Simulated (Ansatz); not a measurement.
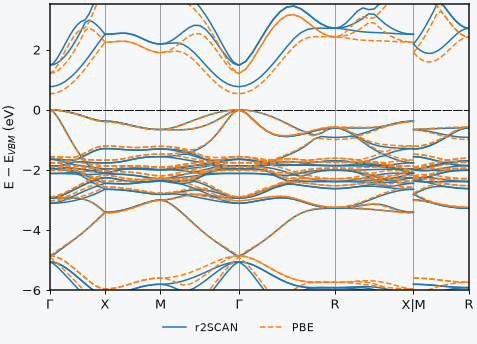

Band structures of Cu₂O, space group Pn-3m, 6 atoms in the cell (cubic a = 4.260 Å), by two methods on the same cell. Each is counted from its own valence-band top.

Q: What changes from one method to the other?

A: r2SCAN gives a gap of 0.77 eV along the path and PBE gives a gap of 0.53 eV along the path. Over the top 3 filled bands the two differ by 0.03 eV on average.

Settings. r2SCAN: Ansatz PAW, no spin polarisation, no spin-orbit coupling, 6×6×6 k mesh, 500 eV cutoff, Fermi-Dirac smearing of 0.05 eV (Ansatz 0.2.0). PBE: Ansatz PAW, no spin polarisation, no spin-orbit coupling, 6×6×6 k mesh, 420 eV cutoff, Fermi-Dirac smearing of 0.05 eV (Ansatz 0.2.0).

LDA, GGA and most meta-GGA functionals understate gaps. r2SCAN: the PAW data sets were made with another functional.
